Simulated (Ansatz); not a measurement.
# Run report: Sr8Ti8O23 (charge +2), nudged elastic band (part 2 of 4)

Continued. System: Sr8Ti8O23 (defect cell, 39 atoms in the cell, total charge +2). Method: DFT PBE, scalar-relativistic, plane waves, PAW, no spin polarisation (Ansatz 0.2.0); cutoff 420 eV, 2×2×2 k-mesh, Gaussian smearing of 0.02 eV. The structure derives from a Materials Project entry. It belongs to a series of runs on one base structure; here: climbing-image band for the jump of O by 2.50 A.

What the program printed, continued:
```
NEB image 4
SCF 56 converged in 9 iterations: F = -61488.927990 eV  dr2 = 2.28e-8
NEB image 5
SCF 57 converged in 9 iterations: F = -61489.157405 eV  dr2 = 3.18e-8
NEB iter  11: max|band force component| = 2.641e-1 eV/Å  barrier→ = 0.4075 eV  barrier← = 0.4075 eV  CI = image 3  Δτ_max = 0.0104 Å  (44 SCF iters)
NEB image 1
SCF 58 converged in 8 iterations: F = -61489.161928 eV  dr2 = 4.41e-8
NEB image 2
SCF 59 converged in 8 iterations: F = -61488.934265 eV  dr2 = 3.98e-8
NEB image 3
SCF 60 converged in 7 iterations: F = -61488.804356 eV  dr2 = 8.47e-8
NEB image 4
SCF 61 converged in 8 iterations: F = -61488.934263 eV  dr2 = 3.98e-8
NEB image 5
SCF 62 converged in 8 iterations: F = -61489.161928 eV  dr2 = 4.43e-8
NEB iter  12: max|band force component| = 1.131e-1 eV/Å  barrier→ = 0.4048 eV  barrier← = 0.4048 eV  CI = image 3  Δτ_max = 0.0207 Å  (39 SCF iters)
NEB image 1
SCF 63 converged in 9 iterations: F = -61489.162842 eV  dr2 = 3.97e-8
NEB image 2
SCF 64 converged in 9 iterations: F = -61488.938913 eV  dr2 = 2.18e-8
NEB image 3
SCF 65 converged in 7 iterations: F = -61488.805943 eV  dr2 = 6.16e-8
NEB image 4
SCF 66 converged in 9 iterations: F = -61488.938913 eV  dr2 = 2.18e-8
NEB image 5
SCF 67 converged in 9 iterations: F = -61489.162842 eV  dr2 = 3.97e-8
NEB iter  13: max|band force component| = 1.444e-1 eV/Å  barrier→ = 0.4032 eV  barrier← = 0.4032 eV  CI = image 3  Δτ_max = 0.0104 Å  (43 SCF iters)
NEB image 1
preconditioner: auto → Resta (q_TF=auto, 2.532 Å⁻¹)  ε∞=5.7  [insulator: Δε(μ)=2.587 eV  Ē_g=11.866 eV  σ=0.020 eV  W_gap=1.00  n_scr=146 (ndim 8)  ℏωp=25.6 eV  f_vac=0.011  D(μ)=0.00/eV (n_scr^D=0)  ε∞_Penn≈5.7]
SCF 68 converged in 8 iterations: F = -61489.165344 eV  dr2 = 5.82e-8
NEB image 2
preconditioner: auto → Resta (q_TF=auto, 2.532 Å⁻¹)  ε∞=5.6  [insulator: Δε(μ)=2.628 eV  Ē_g=11.887 eV  σ=0.020 eV  W_gap=1.00  n_scr=146 (ndim 8)  ℏωp=25.6 eV  f_vac=0.010  D(μ)=0.00/eV (n_scr^D=0)  ε∞_Penn≈5.6]
SCF 69 converged in 8 iterations: F = -61488.938175 eV  dr2 = 3.28e-8
NEB image 3
preconditioner: auto → Resta (q_TF=auto, 2.532 Å⁻¹)  ε∞=5.6  [insulator: Δε(μ)=2.625 eV  Ē_g=11.888 eV  σ=0.020 eV  W_gap=1.00  n_scr=146 (ndim 8)  ℏωp=25.6 eV  f_vac=0.010  D(μ)=0.00/eV (n_scr^D=0)  ε∞_Penn≈5.6]
SCF 70 converged in 7 iterations: F = -61488.806625 eV  dr2 = 6.39e-8
NEB image 4
SCF 71 converged in 8 iterations: F = -61488.938175 eV  dr2 = 3.27e-8
NEB image 5
iter 1 solved again at ethr=2.37e-6 eV; its pass at ethr=3.10e-3 eV (dr2=7.38e-3 eV) is discarded
SCF iter   1: F=—  HF=-61489.169008 eV  |F-HF|=—  |Δ(HF+E_count)|=         —  Δρ=1.24e-3  dr2=7.70e-3  ethr=2.37e-6  ⟨swp⟩=5.0  Hψ=2714  notcnv=0
SCF iter   2: F=—  HF=-61489.167498 eV  |F-HF|=—  |Δ(HF+E_count)|=   1.51e-3  Δρ=6.72e-4  dr2=1.95e-3  ethr=2.37e-6  ⟨swp⟩=4.0  Hψ=1240  notcnv=0
SCF iter   3: F=—  HF=-61489.167115 eV  |F-HF|=—  |Δ(HF+E_count)|=   3.84e-4  Δρ=3.74e-4  dr2=7.16e-4  ethr=6.24e-7  ⟨swp⟩=2.0  Hψ=1098  notcnv=0
SCF iter   4: F=—  HF=-61489.166971 eV  |F-HF|=—  |Δ(HF+E_count)|=   1.44e-4  Δρ=1.16e-4  dr2=6.11e-5  ethr=2.30e-7  ⟨swp⟩=2.0  Hψ=1120  notcnv=0
SCF iter   5: F=—  HF=-61489.165343 eV  |F-HF|=—  |Δ(HF+E_count)|=   1.63e-3  Δρ=4.80e-5  dr2=8.87e-6  ethr=1.96e-8  ⟨swp⟩=2.0  Hψ=1404  notcnv=0
SCF iter   6: F=—  HF=-61489.165345 eV  |F-HF|=—  |Δ(HF+E_count)|=   1.19e-6  Δρ=2.34e-5  dr2=2.59e-6  ethr=2.84e-9  ⟨swp⟩=2.0  Hψ=1056  notcnv=0
SCF iter   7: F=—  HF=-61489.165345 eV  |F-HF|=—  |Δ(HF+E_count)|=   6.12e-9  Δρ=1.01e-5  dr2=4.58e-7  ethr=8.31e-10  ⟨swp⟩=2.0  Hψ=1244  notcnv=0
SCF iter   8: F=-61489.165345 eV  HF=-61489.165345 eV  |F-HF|=3.53e-9  |Δ(HF+E_count)|=   1.77e-8  Δρ=3.41e-6  dr2=5.81e-8  ethr=3.21e-11  ⟨swp⟩=4.0  Hψ=2358  notcnv=0
SCF 72 converged in 8 iterations: F = -61489.165345 eV  dr2 = 5.81e-8
NEB image 1
NSCF: frozen V_eff on 4 k-points
NEB image 2
NSCF: frozen V_eff on 4 k-points
NEB image 4
NSCF: frozen V_eff on 4 k-points
NEB image 5
NSCF: frozen V_eff on 4 k-points
NEB image 3
NSCF: frozen V_eff on 4 k-points
the band table was solved once a step of the walk had ended and its energy, with any forces and stress, was formed, with the checks that follow a solve (2829 applications of the Hamiltonian). They found nothing against the state; the energy, forces and stress were not computed again (output.eigenvalues in the input reference)
NEB iter  14: max|band force component| = 4.603e-2 eV/Å  barrier→ = 0.4025 eV  barrier← = 0.4025 eV  CI = image 3  Δτ_max = 0.0000 Å  (39 SCF iters)
```

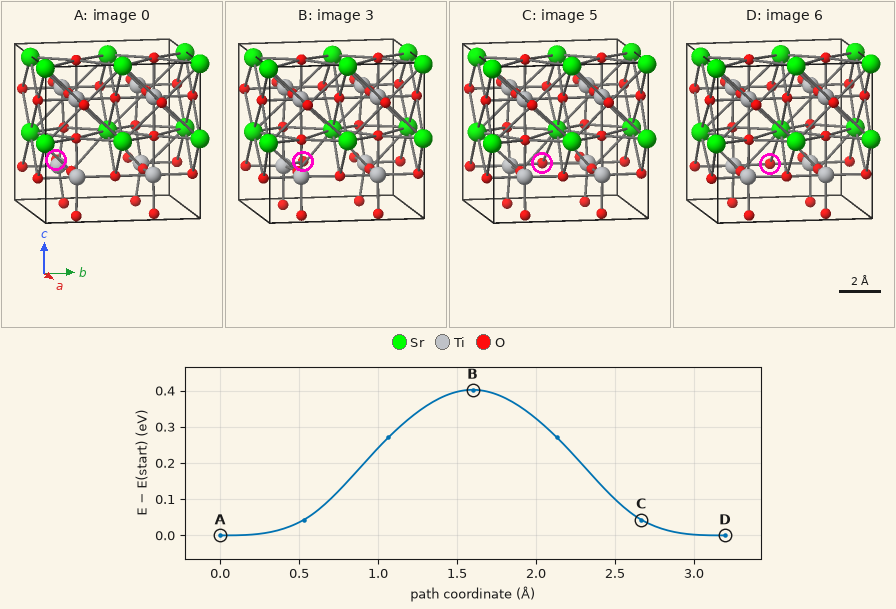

**Figure 1.** Images of the last band (counted from 0; ball-and-stick, simulation cell, seen slightly off an axis), with the moving atom and its periodic copies ringed, above the energy along the path; the line is a cubic interpolation that uses the forces. The highest image is number 3, 0.403 eV above the start and 0.403 eV above the end (the climbing image); start and end have the same energy. The path is 3.20 Å long, and O17 moves most (2.50 Å). The band converged in 14 iterations.

```
SCF converged after 7 iterations
Free energy (F): -61488.806625 eV
Harris-Foulkes:  -61488.806625 eV  (|F-HF|=3.22e-8)
Internal energy: -61488.806625 eV  (E = F + TS)
E sigma→0 (E₀):  -61488.806625 eV
Fermi energy:    10.553219 eV
--- Per-component energies (eV) ---
  E_band       = -1824.349860
  E_kinetic    = 8164.203484
  E_local      = -19582.487291  (includes V_loc(G=0)·N_el)
  E_nonlocal   = 2732.231445
  E_hartree    = 6894.606172
  E_xc         = -3875.110852
  E_vxc        = -4453.552027  (∫ρ·V_xc dr)
  E_paw        = -33547.400704  (= ΣΔE_a)
  E_vpaw       = -2474.016425  (= ΣTr[D̂ρ^β])
  E_aug_tail   = 0.057058  (compensation charges beyond the density's cutoff)
  E_ewald      = -22274.905939
  E_smearing   = -0.000000  (= −TS)
  E_closure    = -0.000000  (closes the sum)
  E_deformation_potential = 39.829474  (in the stress; not in F)
  Σ components = -61488.806625   (vs F -61488.806625, Δ=0.00e0)
--- Forces (eV/Å), atoms counted from 1 ---
  atom   1  Sr     0.00185658    -0.00097463     0.00097471
  atom   2  Sr     0.00140536    -0.00136065     0.01252613
  atom   3  Sr     0.00140523    -0.01252617     0.00136065
  atom   4  Sr    -0.00227564    -0.00454971     0.00454965
  atom   5  Sr    -0.00185661    -0.00097459     0.00097496
  atom   6  Sr    -0.00140540    -0.00136052     0.01252597
  atom   7  Sr    -0.00140514    -0.01252628     0.00136085
  atom   8  Sr     0.00227558    -0.00454990     0.00454934
  atom   9  Ti     0.00000013    -0.00875397     0.00875440
  atom  10  Ti    -0.00000000     0.01685238     0.00913097
  atom  11  Ti     0.00000016    -0.00913132    -0.01685232
  atom  12  Ti    -0.00000005     0.01340568    -0.01340588
  atom  13  Ti    -0.00000022    -0.00622558     0.00622550
  atom  14  Ti     0.00000004    -0.01392964    -0.00828352
  atom  15  Ti    -0.00000021     0.00828360     0.01392961
  atom  16  Ti    -0.00000001    -0.01762741     0.01762747
  atom  17  O     -0.00000006    -0.00712719     0.00712780
  atom  18  O      0.00000004     0.00366695     0.00340536
  atom  19  O     -0.00000002     0.01699850    -0.00745980
  atom  20  O      0.00000005    -0.02426436    -0.00196466
  atom  21  O     -0.00000000     0.01840815    -0.00589311
  atom  22  O     -0.00000002     0.01865399    -0.00698318
  atom  23  O      0.00000008    -0.02286763    -0.01055077
  atom  24  O     -0.00000001    -0.00254742    -0.00838393
  atom  25  O     -0.00000001     0.00745980    -0.01699947
  atom  26  O     -0.00000006    -0.00340518    -0.00366642
  atom  27  O     -0.00000001     0.00196460     0.02426391
  atom  28  O     -0.00000004     0.00589311    -0.01840815
  atom  29  O      0.00000005     0.01055074     0.02286737
  atom  30  O      0.00000001     0.00698325    -0.01865394
  atom  31  O      0.00000003     0.00838398     0.00254727
  atom  32  O      0.02238300     0.00521878    -0.00521885
  atom  33  O     -0.00534899    -0.00177613    -0.00608502
  atom  34  O     -0.00534850     0.00608527     0.00177619
  atom  35  O     -0.00048235    -0.00096857     0.00096862
  atom  36  O     -0.02238297     0.00521881    -0.00521888
  atom  37  O      0.00534899    -0.00177610    -0.00608503
  atom  38  O      0.00534865     0.00608521     0.00177616
  atom  39  O      0.00048235    -0.00096853     0.00096856
  max |Σ_I F_I| component: 7.87e-5 eV/Å
--- Band table (eV) ---
  k-point 0: bands = ["-47.0864", "-47.0864", "-47.0414", "-47.0231", "-47.0231", "-46.9805", "-46.8863", "-46.7186", "-23.5463", "-23.5441", "-23.3535", "-23.3480", "-23.3439", "-23.3335", "-23.3305", "-23.3263", "-23.3165", "-23.3128", "-23.3120", "-23.2923", "-23.2860", "-23.2748", "-23.2696", "-23.2628", "-23.2593", "-23.2533", "-23.1896", "-23.1829", "-23.1749", "-23.1582", "-23.1485", "-23.1361", "-23.1245", "-23.0906", "-23.0826", "-23.0768", "-23.0750", "-22.9655", "-22.6245", "-22.6107",
      "-8.1115", "-7.9666", "-7.8753", "-7.7566", "-7.7096", "-7.4732", "-7.3845", "-7.3043", "-7.0978", "-7.0620", "-6.9856", "-6.9563", "-6.9295", "-6.8923", "-6.8354", "-6.7983", "-6.7884", "-6.7739", "-6.7405", "-6.7085", "-6.6635", "-6.6216", "-6.5447", "-5.3079", "-5.2235", "-5.2065", "-5.1781", "-5.1364", "-5.1210", "-5.1057", "-5.0551", "-5.0240", "-5.0148", "-4.9646", "-4.9562", "-4.9431", "-4.9125", "-4.8613", "-4.8276", "-4.7819",
      "-4.7618", "-4.5834", "-4.5779", "-4.5318", "-4.4815", "-4.4221", "-4.0886", "5.1682", "5.1897", "5.2462", "5.2899", "5.3122", "5.3847", "5.4313", "5.4401", "5.5209", "5.5420", "5.5590", "5.6519", "5.6596", "5.7005", "5.7761", "5.7934", "5.8514", "6.0003", "6.0265", "6.2273", "6.2819", "6.3115", "6.3824", "6.4128", "6.4499", "6.5215", "6.5751", "6.6017", "6.6289", "6.6541", "6.6871", "6.7354", "6.7626",
      "6.7895", "6.8494", "6.9009", "6.9837", "7.0313", "7.1615", "7.3053", "7.3184", "7.4691", "7.5910", "7.7459", "7.8036", "7.8654", "8.0333", "8.0396", "8.1060", "8.1523", "8.1811", "8.2162", "8.2293", "8.2661", "8.2758", "8.3185", "8.3696", "8.4043", "8.4826", "8.5382", "8.5555", "8.6346", "8.6942", "8.7629", "8.9204", "9.0410", "9.0954", "9.1567", "9.2403", "11.8662", "11.9268", "11.9655", "12.0124",
      "12.0974", "12.2030", "12.5044", "12.7314", "12.8584", "12.8822", "12.9064", "12.9426", "13.0054", "13.0153", "13.0272", "13.0631", "13.0935", "13.1386", "13.2853", "13.4231", "13.4373", "13.4815", "13.5247", "13.6547", "13.6700", "14.3600", "14.3613", "14.4086", "14.4731", "14.5782", "14.7310", "14.8307", "15.0761", "15.4062", "15.5290", "15.6538", "15.9087", "15.9634", "16.0458"]
  k-point 1: bands = ["-47.0864", "-47.0864", "-47.0414", "-47.0231", "-47.0231", "-46.9805", "-46.8863", "-46.7186", "-23.5463", "-23.5441", "-23.3535", "-23.3480", "-23.3439", "-23.3335", "-23.3305", "-23.3263", "-23.3165", "-23.3128", "-23.3120", "-23.2923", "-23.2860", "-23.2748", "-23.2696", "-23.2628", "-23.2593", "-23.2533", "-23.1896", "-23.1829", "-23.1749", "-23.1582", "-23.1485", "-23.1361", "-23.1245", "-23.0906", "-23.0826", "-23.0768", "-23.0750", "-22.9655", "-22.6245", "-22.6107",
      "-8.1115", "-7.9666", "-7.8753", "-7.7566", "-7.7096", "-7.4732", "-7.3845", "-7.3043", "-7.0978", "-7.0620", "-6.9856", "-6.9563", "-6.9295", "-6.8923", "-6.8354", "-6.7983", "-6.7884", "-6.7739", "-6.7405", "-6.7085", "-6.6635", "-6.6216", "-6.5447", "-5.3079", "-5.2235", "-5.2065", "-5.1781", "-5.1364", "-5.1210", "-5.1057", "-5.0551", "-5.0240", "-5.0148", "-4.9646", "-4.9562", "-4.9431", "-4.9125", "-4.8613", "-4.8276", "-4.7819",
      "-4.7618", "-4.5834", "-4.5779", "-4.5318", "-4.4815", "-4.4221", "-4.0886", "5.1682", "5.1897", "5.2462", "5.2899", "5.3122", "5.3847", "5.4313", "5.4401", "5.5209", "5.5420", "5.5590", "5.6519", "5.6596", "5.7005", "5.7761", "5.7934", "5.8514", "6.0003", "6.0265", "6.2273", "6.2819", "6.3115", "6.3824", "6.4128", "6.4499", "6.5215", "6.5751", "6.6017", "6.6289", "6.6541", "6.6871", "6.7354", "6.7626",
      "6.7895", "6.8494", "6.9009", "6.9837", "7.0313", "7.1615", "7.3053", "7.3184", "7.4691", "7.5910", "7.7459", "7.8036", "7.8654", "8.0333", "8.0396", "8.1060", "8.1523", "8.1811", "8.2162", "8.2293", "8.2661", "8.2758", "8.3185", "8.3696", "8.4043", "8.4826", "8.5382", "8.5555", "8.6346", "8.6942", "8.7629", "8.9204", "9.0410", "9.0954", "9.1567", "9.2403", "11.8662", "11.9268", "11.9655", "12.0124",
      "12.0974", "12.2030", "12.5044", "12.7314", "12.8584", "12.8822", "12.9064", "12.9426", "13.0054", "13.0153", "13.0272", "13.0631", "13.0935", "13.1386", "13.2853", "13.4231", "13.4373", "13.4815", "13.5247", "13.6547", "13.6700", "14.3600", "14.3613", "14.4086", "14.4731", "14.5782", "14.7310", "14.8307", "15.0761", "15.4062", "15.5290", "15.6538", "15.9087", "15.9634", "16.0458"]
  k-point 2: bands = ["-47.0864", "-47.0864", "-47.0414", "-47.0231", "-47.0231", "-46.9805", "-46.8863", "-46.7186", "-23.5453", "-23.5452", "-23.3515", "-23.3470", "-23.3461", "-23.3347", "-23.3297", "-23.3244", "-23.3203", "-23.3127", "-23.3125", "-23.2909", "-23.2862", "-23.2746", "-23.2700", "-23.2621", "-23.2595", "-23.2533", "-23.1861", "-23.1851", "-23.1749", "-23.1581", "-23.1483", "-23.1348", "-23.1238", "-23.0995", "-23.0848", "-23.0732", "-23.0708", "-22.9655", "-22.6245", "-22.6107",
      "-8.1157", "-7.9268", "-7.9053", "-7.7590", "-7.7113", "-7.5193", "-7.3511", "-7.2520", "-7.1779", "-7.0182", "-6.9873", "-6.9412", "-6.9184", "-6.9086", "-6.8485", "-6.8149", "-6.7905", "-6.7617", "-6.7397", "-6.7069", "-6.6579", "-6.6204", "-6.5455", "-5.2900", "-5.2606", "-5.1995", "-5.1678", "-5.1386", "-5.1196", "-5.0695", "-5.0644", "-5.0403", "-5.0236", "-5.0005", "-4.9880", "-4.9258", "-4.8605", "-4.8511", "-4.8317", "-4.8133",
      "-4.7073", "-4.6213", "-4.5843", "-4.5143", "-4.4943", "-4.4127", "-4.0899", "5.1523", "5.1948", "5.2607", "5.2727", "5.3071", "5.3680", "5.4265", "5.4330", "5.4908", "5.5607", "5.5643", "5.6479", "5.6716", "5.7154", "5.7202", "5.8245", "5.9708", "5.9779", "6.0529", "6.2219", "6.2959", "6.3343", "6.3417", "6.4251", "6.4343", "6.5792", "6.5828", "6.6186", "6.6351", "6.6780", "6.6796", "6.7175", "6.7382",
      "6.7859", "6.8435", "6.9073", "7.0036", "7.0304", "7.0764", "7.2452", "7.2564", "7.4104", "7.6202", "7.6918", "7.8107", "7.9227", "7.9476", "7.9931", "8.1361", "8.1797", "8.1863", "8.2063", "8.2276", "8.3035", "8.3391", "8.3437", "8.3792", "8.3898", "8.4608", "8.4991", "8.6167", "8.6637", "8.7485", "8.7687", "8.9554", "9.0428", "9.0601", "9.1584", "9.2374", "11.8850", "11.9169", "11.9735", "11.9878",
      "12.0067", "12.2002", "12.6277", "12.6684", "12.7705", "12.8801", "12.9049", "12.9063", "13.0076", "13.0144", "13.0292", "13.0552", "13.1211", "13.1838", "13.3933", "13.4214", "13.4309", "13.5006", "13.5045", "13.6490", "13.6656", "14.3430", "14.3572", "14.3938", "14.4214", "14.6105", "14.7109", "14.9135", "15.0642", "15.3431", "15.5581", "15.6453", "15.8994", "15.9779", "16.0662"]
```
